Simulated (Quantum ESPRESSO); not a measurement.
**Ga: single-point calculation (part 2 of 2)**

Continued. System: Ga (2 atoms in the cell). Method: Kohn-Sham DFT of a periodic cell, r2SCAN, SG15 PBE 1.2, no spin polarisation (Quantum ESPRESSO 7.5); cutoff 1197.3 eV, 6×6×4 k-mesh, fermi-dirac of 0.05 eV. The structure derives from an entry of the Crystallography Open Database.

Geometry of the input (Å; fractional positions):
```
1.4500  -4.0650  0.0000
1.4500  4.0650  0.0000
0.0000  0.0000  3.1700
Ga 0.1330  0.8670  0.7500
Ga 0.8670  0.1330  0.2500
```

**What the program printed, continued**
```
    -4.1330  -4.1148  -4.0278  -3.9518  -3.8544  -3.8314  -3.7966  -3.7676
    -3.7657  -3.5904  -0.3372   7.7413  10.9473  14.4407  14.4887  16.4777
    18.6908  22.4267  23.7581  27.2398

          k = 0.2480-0.0885 0.3404 (  3513 PWs)   bands (ev):

    -4.1409  -4.0214  -4.0133  -3.9425  -3.9286  -3.8760  -3.7645  -3.7544
    -3.7210  -3.6498   0.6661   7.9954   9.5013  12.5924  15.3750  16.6731
    17.7241  20.0987  23.9297  25.0758

          k = 0.2480-0.0885-0.6807 (  3512 PWs)   bands (ev):

    -4.1080  -4.1080  -3.9556  -3.9556  -3.8544  -3.8544  -3.8042  -3.8042
    -3.6744  -3.6744   3.6787   3.6787  12.0920  12.0920  15.2699  15.2699
    17.8283  17.8283  21.7607  21.7607

          k = 0.2480-0.0885-0.3404 (  3513 PWs)   bands (ev):

    -4.1409  -4.0214  -4.0133  -3.9425  -3.9286  -3.8760  -3.7645  -3.7544
    -3.7210  -3.6498   0.6661   7.9954   9.5013  12.5924  15.3750  16.6731
    17.7241  20.0987  23.9297  25.0758

          k = 0.4961 0.0000 0.0000 (  3502 PWs)   bands (ev):

    -4.0995  -4.0893  -4.0120  -3.9063  -3.8775  -3.8495  -3.8308  -3.7848
    -3.7401  -3.5970   1.1931   9.3919   9.7403  11.4045  12.6498  15.9160
    19.9613  22.9741  24.5073  26.5919

          k = 0.4961 0.0000 0.3404 (  3518 PWs)   bands (ev):

    -4.1239  -4.0465  -4.0047  -3.9634  -3.9342  -3.8170  -3.7605  -3.7519
    -3.7178  -3.6355   2.1801   9.6905  10.5293  10.7627  13.3043  13.4256
    18.5326  18.9210  21.4765  22.0869

          k = 0.4961 0.0000-0.6807 (  3508 PWs)   bands (ev):

    -4.1417  -4.1417  -3.9546  -3.9546  -3.8670  -3.8670  -3.7510  -3.7510
    -3.6469  -3.6469   5.1552   5.1552  13.2763  13.2763  13.7222  13.7222
    15.1986  15.1986  18.4803  18.4803

          k = 0.4961 0.0000-0.3404 (  3518 PWs)   bands (ev):

    -4.1239  -4.0465  -4.0047  -3.9634  -3.9342  -3.8170  -3.7605  -3.7519
    -3.7178  -3.6355   2.1801   9.6905  10.5293  10.7627  13.3043  13.4256
    18.5326  18.9210  21.4765  22.0869

          k = 0.7441 0.0885 0.0000 (  3525 PWs)   bands (ev):

    -4.0793  -4.0742  -4.0308  -3.9206  -3.9116  -3.8319  -3.8283  -3.8153
    -3.6341  -3.6321   3.6647   5.8054   7.6215  12.4868  15.4128  17.8175
    20.7708  21.8350  22.4929  23.8866

          k = 0.7441 0.0885 0.3404 (  3516 PWs)   bands (ev):

    -4.1235  -4.0569  -4.0239  -3.9563  -3.9391  -3.8175  -3.7768  -3.7601
    -3.6470  -3.6261   4.6175   6.8056   8.6311  12.0163  13.8009  14.5879
    16.9915  18.0096  21.9795  23.9647

          k = 0.7441 0.0885-0.6807 (  3512 PWs)   bands (ev):

    -4.1482  -4.1482  -3.9992  -3.9992  -3.8529  -3.8529  -3.7241  -3.7241
    -3.6218  -3.6218   7.5306   7.5306   9.5521   9.5521  12.0356  12.0356
    16.9746  16.9746  20.4216  20.4216

          k = 0.7441 0.0885-0.3404 (  3516 PWs)   bands (ev):

    -4.1235  -4.0569  -4.0239  -3.9563  -3.9391  -3.8175  -3.7768  -3.7601
    -3.6470  -3.6261   4.6175   6.8056   8.6311  12.0163  13.8009  14.5879
    16.9915  18.0096  21.9795  23.9647

          k =-0.4961-0.3539 0.0000 (  3503 PWs)   bands (ev):

    -4.0719  -4.0423  -4.0099  -3.9461  -3.9243  -3.8491  -3.7967  -3.7885
    -3.6896  -3.6592   2.2449   5.3438   8.6567  14.5159  17.0163  17.6518
    20.0435  20.9978  21.5932  23.1256

          k =-0.4961-0.3539 0.3404 (  3526 PWs)   bands (ev):

    -4.1124  -4.0291  -3.9930  -3.9280  -3.9005  -3.8532  -3.8256  -3.7683
    -3.6874  -3.6620   3.2422   6.3234   9.5746  11.5259  14.3846  15.3343
    17.7150  21.0730  21.9930  24.1519

          k =-0.4961-0.3539-0.6807 (  3528 PWs)   bands (ev):

    -4.1037  -4.1037  -4.0116  -4.0116  -3.8089  -3.8089  -3.7565  -3.7565
    -3.6877  -3.6877   6.1614   6.1614   9.5990   9.5990  12.6508  12.6508
    18.8917  18.8917  23.1076  23.1076

          k =-0.4961-0.3539-0.3404 (  3526 PWs)   bands (ev):

    -4.1124  -4.0291  -3.9930  -3.9280  -3.9005  -3.8532  -3.8256  -3.7683
    -3.6874  -3.6620   3.2422   6.3234   9.5746  11.5259  14.3846  15.3343
    17.7150  21.0730  21.9930  24.1519

          k =-0.2480-0.2654 0.0000 (  3500 PWs)   bands (ev):

    -4.1039  -4.0671  -4.0605  -3.9291  -3.8733  -3.8610  -3.7982  -3.7421
    -3.7385  -3.6507   0.1954   5.1141  13.4453  14.3336  15.0960  18.3139
    19.4100  20.1999  22.1925  26.2974

          k =-0.2480-0.2654 0.3404 (  3505 PWs)   bands (ev):

    -4.1105  -4.0499  -3.9944  -3.9416  -3.8866  -3.8534  -3.7975  -3.7694
    -3.7479  -3.6659   1.2113   6.0625   9.4997  14.3576  14.4556  16.0086
    19.1439  23.0501  23.3054  26.0772

          k =-0.2480-0.2654-0.6807 (  3524 PWs)   bands (ev):

    -4.0988  -4.0988  -3.9486  -3.9486  -3.8841  -3.8841  -3.7613  -3.7613
    -3.7107  -3.7107   4.2164   4.2164   9.4631   9.4631  17.1363  17.1363
    18.8982  18.8982  23.3950  23.3950

          k =-0.2480-0.2654-0.3404 (  3505 PWs)   bands (ev):

    -4.1105  -4.0499  -3.9944  -3.9416  -3.8866  -3.8534  -3.7975  -3.7694
    -3.7479  -3.6659   1.2113   6.0625   9.4997  14.3576  14.4556  16.0086
    19.1439  23.0501  23.3054  26.0772

          k = 0.0000-0.1770 0.0000 (  3517 PWs)   bands (ev):

    -4.1456  -4.1053  -4.1016  -3.9750  -3.8692  -3.8118  -3.7751  -3.7260
    -3.7235  -3.6188  -0.6713   5.8883  12.2018  14.1830  18.0866  18.4639
    20.9701  21.5233  21.5359  22.4979

          k = 0.0000-0.1770 0.3404 (  3509 PWs)   bands (ev):

    -4.1491  -4.0739  -4.0302  -3.9444  -3.9146  -3.8478  -3.7740  -3.7379
    -3.7013  -3.6686   0.3416   6.6960   8.7540  13.7960  15.2254  19.0488
    20.9807  22.0814  23.1688  25.2037

          k = 0.0000-0.1770-0.6807 (  3538 PWs)   bands (ev):

    -4.1202  -4.1202  -3.9228  -3.9228  -3.9145  -3.9145  -3.7780  -3.7780
    -3.6807  -3.6807   3.3670   3.3670  10.2481  10.2481  16.6541  16.6541
    21.4209  21.4209  25.4206  25.4206

          k = 0.0000-0.1770-0.3404 (  3509 PWs)   bands (ev):

    -4.1491  -4.0739  -4.0302  -3.9444  -3.9146  -3.8478  -3.7740  -3.7379
    -3.7013  -3.6686   0.3416   6.6960   8.7540  13.7960  15.2254  19.0488
    20.9807  22.0814  23.1688  25.2037

          k = 0.4961-0.1770 0.0000 (  3508 PWs)   bands (ev):

    -4.0817  -4.0790  -3.9924  -3.9679  -3.9134  -3.8080  -3.7960  -3.7926
    -3.7332  -3.6196   1.4571   7.4452   9.6375  12.1002  14.8639  16.1951
    20.2876  21.8959  23.5155  25.2611

          k = 0.4961-0.1770 0.3404 (  3514 PWs)   bands (ev):

    -4.1299  -4.0283  -4.0042  -3.9552  -3.8976  -3.8492  -3.7944  -3.7574
    -3.7092  -3.6312   2.4475   8.3508  10.0631  11.1830  13.1832  15.8563
    16.6319  20.0236  21.0227  24.3001

          k = 0.4961-0.1770-0.6807 (  3528 PWs)   bands (ev):

    -4.1194  -4.1194  -4.0063  -4.0063  -3.8174  -3.8174  -3.7536  -3.7536
    -3.6671  -3.6671   5.4154   5.4154  11.6355  11.6355  13.3393  13.3393
    16.5777  16.5777  20.1001  20.1001

          k = 0.4961-0.1770-0.3404 (  3514 PWs)   bands (ev):

    -4.1299  -4.0283  -4.0042  -3.9552  -3.8976  -3.8492  -3.7944  -3.7574
    -3.7092  -3.6312   2.4475   8.3508  10.0631  11.1830  13.1832  15.8563
    16.6319  20.0236  21.0227  24.3001

          k = 0.7441-0.0885 0.0000 (  3525 PWs)   bands (ev):

    -4.0793  -4.0742  -4.0308  -3.9206  -3.9116  -3.8319  -3.8283  -3.8153
    -3.6341  -3.6321   3.6647   5.8054   7.6215  12.4868  15.4128  17.8175
    20.7708  21.8350  22.4929  23.8866

          k = 0.7441-0.0885 0.3404 (  3516 PWs)   bands (ev):

    -4.1235  -4.0569  -4.0239  -3.9563  -3.9391  -3.8175  -3.7768  -3.7601
    -3.6470  -3.6261   4.6175   6.8056   8.6311  12.0163  13.8009  14.5879
    16.9915  18.0096  21.9795  23.9648

          k = 0.7441-0.0885-0.6807 (  3512 PWs)   bands (ev):

    -4.1482  -4.1482  -3.9992  -3.9992  -3.8529  -3.8529  -3.7241  -3.7241
    -3.6218  -3.6218   7.5306   7.5306   9.5521   9.5521  12.0356  12.0356
    16.9746  16.9746  20.4216  20.4216

          k = 0.7441-0.0885-0.3404 (  3516 PWs)   bands (ev):

    -4.1235  -4.0569  -4.0239  -3.9563  -3.9391  -3.8175  -3.7768  -3.7601
    -3.6470  -3.6261   4.6175   6.8056   8.6311  12.0163  13.8009  14.5879
    16.9915  18.0096  21.9795  23.9647

          k = 0.9922 0.0000 0.0000 (  3514 PWs)   bands (ev):

    -4.0802  -4.0347  -3.9952  -3.9276  -3.8744  -3.8718  -3.8403  -3.8152
    -3.6681  -3.6673   3.3856   3.7362   8.3308  17.1664  17.2073  18.2617
    18.4051  20.3726  21.4932  24.1543

          k = 0.9922 0.0000 0.3404 (  3512 PWs)   bands (ev):

    -4.0703  -4.0491  -3.9993  -3.9625  -3.8988  -3.8343  -3.7985  -3.7458
    -3.7257  -3.6767   4.3874   4.7299   9.3116  12.6227  12.8664  16.3438
    18.7304  19.9117  24.0927  24.7264

          k = 0.9922 0.0000-0.6807 (  3522 PWs)   bands (ev):

    -4.1188  -4.1188  -3.9503  -3.9503  -3.8668  -3.8668  -3.7528  -3.7528
    -3.6821  -3.6821   6.9343   6.9343   8.3652   8.3652  12.3977  12.3977
    20.8569  20.8569  22.8477  22.8477

          k = 0.9922 0.0000-0.3404 (  3512 PWs)   bands (ev):

    -4.0703  -4.0491  -3.9993  -3.9625  -3.8988  -3.8343  -3.7985  -3.7458
    -3.7257  -3.6767   4.3874   4.7299   9.3116  12.6227  12.8664  16.3438
    18.7304  19.9117  24.0927  24.7264

          k =-0.2480-0.4424 0.0000 (  3506 PWs)   bands (ev):

    -4.1241  -4.0046  -3.9842  -3.9527  -3.8964  -3.8623  -3.8082  -3.7868
    -3.7062  -3.6913   1.2447   2.9917  12.9202  16.2574  17.4759  18.0818
    19.4998  20.6609  21.9651  23.7958

          k =-0.2480-0.4424 0.3404 (  3515 PWs)   bands (ev):

    -4.0770  -4.0556  -3.9776  -3.9154  -3.8826  -3.8736  -3.8028  -3.7739
    -3.7593  -3.7047   2.2729   4.0145  10.5275  12.2699  13.9411  19.8094
    20.4700  23.2582  24.1723  26.6311

          k =-0.2480-0.4424-0.6807 (  3524 PWs)   bands (ev):

    -4.0958  -4.0958  -3.9348  -3.9348  -3.8727  -3.8727  -3.7895  -3.7895
    -3.7175  -3.7175   5.1700   5.1700   7.4512   7.4512  16.8002  16.8002
    22.2699  22.2699  25.9623  25.9623

          k =-0.2480-0.4424-0.3404 (  3515 PWs)   bands (ev):

    -4.0770  -4.0556  -3.9776  -3.9154  -3.8826  -3.8736  -3.8028  -3.7739
    -3.7593  -3.7047   2.2729   4.0145  10.5275  12.2699  13.9411  19.8094
    20.4700  23.2582  24.1723  26.6310

          k =-0.0000-0.3539 0.0000 (  3511 PWs)   bands (ev):

    -4.1745  -4.0531  -4.0148  -3.9261  -3.9141  -3.8346  -3.8281  -3.7199
    -3.7031  -3.6715   0.1254   3.4747  15.0929  15.6320  17.2345  18.6567
    19.5542  20.4484  21.2604  23.6714

          k =-0.0000-0.3539 0.3404 (  3527 PWs)   bands (ev):

    -4.1319  -4.0716  -3.9995  -3.9236  -3.9093  -3.8241  -3.8058  -3.7607
    -3.7506  -3.6710   1.1565   4.4901   9.4325  12.7831  17.6462  18.2621
    21.8712  23.6471  24.1803  25.9156

          k =-0.0000-0.3539-0.6807 (  3518 PWs)   bands (ev):

    -4.1075  -4.1075  -3.9731  -3.9731  -3.8784  -3.8784  -3.7411  -3.7411
    -3.7248  -3.7248   4.1602   4.1602   7.8560   7.8560  20.3424  20.3424
    21.0577  21.0577  24.8165  24.8165

          k =-0.0000-0.3539-0.3404 (  3527 PWs)   bands (ev):

    -4.1319  -4.0716  -3.9995  -3.9236  -3.9093  -3.8241  -3.8058  -3.7607
    -3.7506  -3.6710   1.1565   4.4901   9.4325  12.7831  17.6462  18.2621
    21.8712  23.6471  24.1803  25.9156

          k = 0.2480-0.2654 0.0000 (  3500 PWs)   bands (ev):

    -4.1039  -4.0671  -4.0605  -3.9291  -3.8733  -3.8610  -3.7982  -3.7421
    -3.7385  -3.6507   0.1954   5.1141  13.4453  14.3336  15.0960  18.3139
    19.4100  20.1999  22.1925  26.2973

          k = 0.2480-0.2654 0.3404 (  3505 PWs)   bands (ev):

    -4.1105  -4.0499  -3.9944  -3.9416  -3.8866  -3.8534  -3.7975  -3.7694
    -3.7479  -3.6659   1.2113   6.0625   9.4997  14.3576  14.4556  16.0086
    19.1439  23.0501  23.3054  26.0773

          k = 0.2480-0.2654-0.6807 (  3524 PWs)   bands (ev):

    -4.0988  -4.0988  -3.9486  -3.9486  -3.8841  -3.8841  -3.7613  -3.7613
    -3.7107  -3.7107   4.2164   4.2164   9.4631   9.4631  17.1363  17.1363
    18.8982  18.8982  23.3950  23.3950

          k = 0.2480-0.2654-0.3404 (  3505 PWs)   bands (ev):

    -4.1105  -4.0499  -3.9944  -3.9416  -3.8866  -3.8534  -3.7975  -3.7694
    -3.7479  -3.6659   1.2113   6.0625   9.4997  14.3576  14.4556  16.0086
    19.1439  23.0501  23.3054  26.0773

          k =-0.7441 0.2654 0.0000 (  3508 PWs)   bands (ev):

    -4.0822  -4.0611  -3.9860  -3.9832  -3.9590  -3.8261  -3.7984  -3.7760
    -3.6456  -3.6403   3.7960   5.2406   8.9782  10.5684  17.6259  17.8338
    20.2829  20.6572  22.7541  23.6535

          k =-0.7441 0.2654 0.3404 (  3526 PWs)   bands (ev):

    -4.1473  -4.0481  -3.9919  -3.9606  -3.9059  -3.8347  -3.8278  -3.7628
    -3.6250  -3.6229   4.7320   6.2817   9.9764  11.0245  13.1561  14.3142
    18.7941  18.8486  21.3043  21.6025

          k =-0.7441 0.2654-0.6807 (  3516 PWs)   bands (ev):

    -4.1140  -4.1140  -4.0645  -4.0645  -3.8043  -3.8043  -3.7317  -3.7317
    -3.6316  -3.6316   7.6061   7.6061   9.2352   9.2352  12.8202  12.8202
    15.5848  15.5848  22.6906  22.6906

          k =-0.4961 0.3539 0.0000 (  3503 PWs)   bands (ev):

    -4.0719  -4.0423  -4.0099  -3.9461  -3.9243  -3.8491  -3.7967  -3.7885
    -3.6896  -3.6592   2.2449   5.3438   8.6567  14.5159  17.0163  17.6518
    20.0435  20.9978  21.5932  23.1256

          k =-0.4961 0.3539 0.3404 (  3526 PWs)   bands (ev):

    -4.1124  -4.0291  -3.9930  -3.9280  -3.9005  -3.8532  -3.8256  -3.7683
    -3.6874  -3.6620   3.2422   6.3234   9.5746  11.5259  14.3846  15.3343
    17.7150  21.0730  21.9930  24.1519

          k =-0.4961 0.3539-0.6807 (  3528 PWs)   bands (ev):

    -4.1037  -4.1037  -4.0116  -4.0116  -3.8089  -3.8089  -3.7565  -3.7565
    -3.6877  -3.6877   6.1614   6.1614   9.5990   9.5990  12.6508  12.6508
    18.8917  18.8917  23.1076  23.1076

          k =-0.4961 0.3539-0.3404 (  3526 PWs)   bands (ev):

    -4.1124  -4.0291  -3.9930  -3.9280  -3.9005  -3.8532  -3.8256  -3.7683
    -3.6874  -3.6620   3.2422   6.3234   9.5746  11.5259  14.3846  15.3343
    17.7150  21.0730  21.9930  24.1519

          k =-0.2480 0.4424 0.0000 (  3506 PWs)   bands (ev):

    -4.1241  -4.0046  -3.9842  -3.9527  -3.8964  -3.8623  -3.8082  -3.7868
    -3.7062  -3.6913   1.2447   2.9917  12.9202  16.2574  17.4759  18.0818
    19.4998  20.6609  21.9651  23.7958

          k =-0.2480 0.4424 0.3404 (  3515 PWs)   bands (ev):

    -4.0770  -4.0556  -3.9776  -3.9154  -3.8826  -3.8736  -3.8028  -3.7739
    -3.7593  -3.7047   2.2729   4.0145  10.5275  12.2699  13.9411  19.8094
    20.4700  23.2582  24.1723  26.6312

          k =-0.2480 0.4424-0.6807 (  3524 PWs)   bands (ev):

    -4.0958  -4.0958  -3.9348  -3.9348  -3.8727  -3.8727  -3.7895  -3.7895
    -3.7175  -3.7175   5.1700   5.1700   7.4512   7.4512  16.8002  16.8002
    22.2699  22.2699  25.9623  25.9623

          k =-0.2480 0.4424-0.3404 (  3515 PWs)   bands (ev):

    -4.0770  -4.0556  -3.9776  -3.9154  -3.8826  -3.8736  -3.8028  -3.7739
    -3.7593  -3.7047   2.2729   4.0145  10.5275  12.2699  13.9411  19.8094
    20.4700  23.2582  24.1723  26.6313

          k =-1.4882 0.0000 0.0000 (  3482 PWs)   bands (ev):

    -4.1908  -3.9860  -3.9334  -3.9307  -3.9305  -3.8632  -3.8435  -3.8110
    -3.6942  -3.6516   1.1905   1.8640  16.2510  16.9420  17.0043  18.3504
    18.3690  21.0148  22.4262  22.4503

          k =-1.4882 0.0000 0.3404 (  3528 PWs)   bands (ev):

    -4.1373  -4.0355  -3.9763  -3.9418  -3.8917  -3.8490  -3.8107  -3.7870
    -3.7364  -3.6861   2.2304   2.9051  10.5185  11.1637  17.9911  21.4918
    21.6158  22.0807  24.3412  26.9715

          k =-1.4882 0.0000-0.6807 (  3512 PWs)   bands (ev):

    -4.0959  -4.0959  -4.0029  -4.0029  -3.8404  -3.8404  -3.7626  -3.7626
    -3.7274  -3.7274   4.9928   4.9928   6.4884   6.4884  20.9026  20.9026
    22.8662  22.8662  24.7333  24.7333

     the Fermi energy is    10.7253 ev

!    total energy              =    -260.18838546 Ry
     estimated scf accuracy    <          2.4E-09 Ry
     smearing contrib. (-TS)   =      -0.00022914 Ry
     internal energy E=F+TS    =    -260.18815633 Ry

     The total energy is F=E-TS. E is the sum of the following terms:
     one-electron contribution =    -111.19450172 Ry
     hartree contribution      =      77.37060352 Ry
     xc contribution           =     -33.58284907 Ry
     ewald contribution        =    -192.78140906 Ry

     convergence has been achieved in  14 iterations

     Forces acting on atoms (cartesian axes, Ry/au):

     atom    1 type  1   force =    -0.00000060   -0.01675785   -0.00000025
     atom    2 type  1   force =     0.00000060    0.01675785    0.00000025

     Total force =     0.023699     Total SCF correction =     0.000005

     Computing stress (Cartesian axis) and pressure

          total   stress  (Ry/bohr**3)                   (kbar)     P=      -31.68
  -0.00040149  -0.00000000   0.00000000          -59.06       -0.00        0.00
  -0.00000000  -0.00043041   0.00000000           -0.00      -63.31        0.00
   0.00000000   0.00000000   0.00018592            0.00        0.00       27.35

=------------------------------------------------------------------------------=
   JOB DONE.
=------------------------------------------------------------------------------=
```

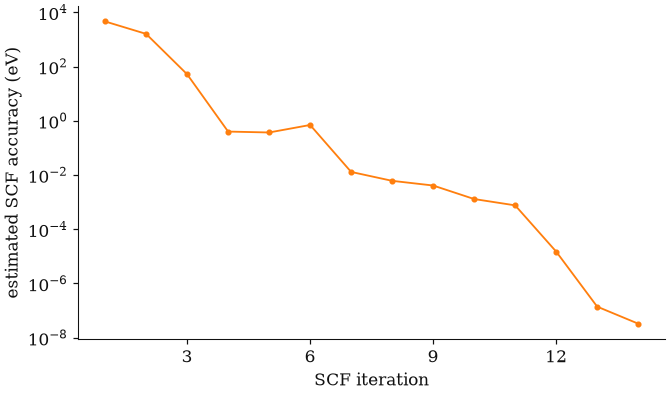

Figure 1. Convergence of the self-consistent field: estimated SCF accuracy against the iteration. The field takes 14 iterations in all.

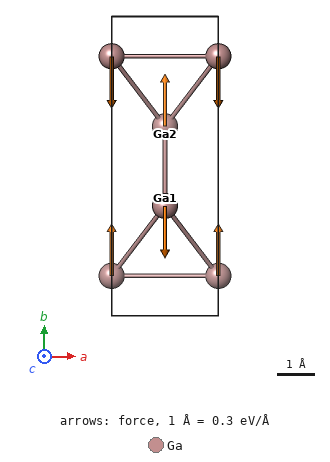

Figure 2. Forces on the atoms as orange arrows (ball-and-stick view of the cell 2 times as large as that of the calculation, set on its symmetry axes, along the c axis; atoms are numbered from 1 in the order of the input). The largest act on Ga1, Ga2 (0.43 eV/Å). 
